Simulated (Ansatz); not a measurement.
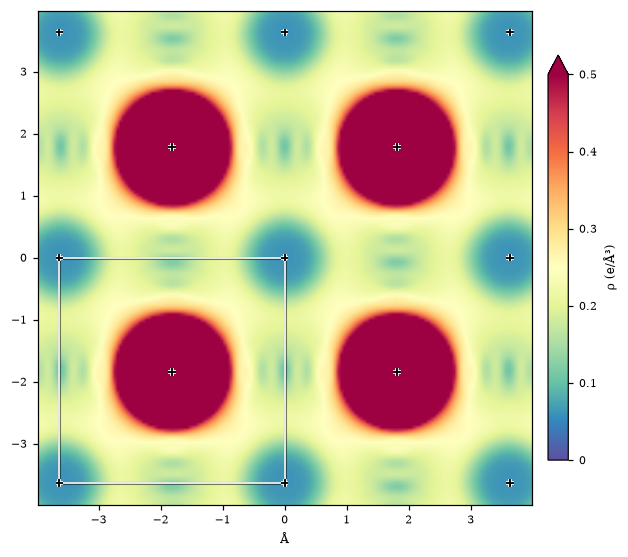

The valence charge density (pseudo) on a plane through atoms (crosses mark nuclei in the plane).

These are results of DFT PBEsol, scalar-relativistic, plane waves, PAW in Ansatz 0.2.0, not measurements.

Candidates:
A. CO2, a = 3.87 Å, b = 3.87 Å, c = 5.92 Å, α = 90.00°, β = 90.00°, γ = 90.00°. Space group I-42d; a structure from a database of computed crystals, not necessarily the ambient phase; changed on purpose from its base cell (volume × 0.97, shape and atoms relaxed); computed pressure about 5 GPa in this cell.
B. AlCu3, a = 3.63 Å, b = 3.63 Å, c = 3.63 Å, α = 90.00°, β = 90.00°, γ = 90.00°. Space group P4mm; a structure from a database of computed crystals, not necessarily the ambient phase; not relaxed (largest force 1.0 eV/Å); computed without spin polarisation.

**Which system is this?**

Candidate B: AlCu3 on the (100) plane of the conventional cell, which holds Al and Cu. Al–Cu (2.55 Å): the density is about 0.27 e/Å³ at the midpoint. Al–Cu (2.59 Å): the density is about 0.26 e/Å³ at the midpoint.
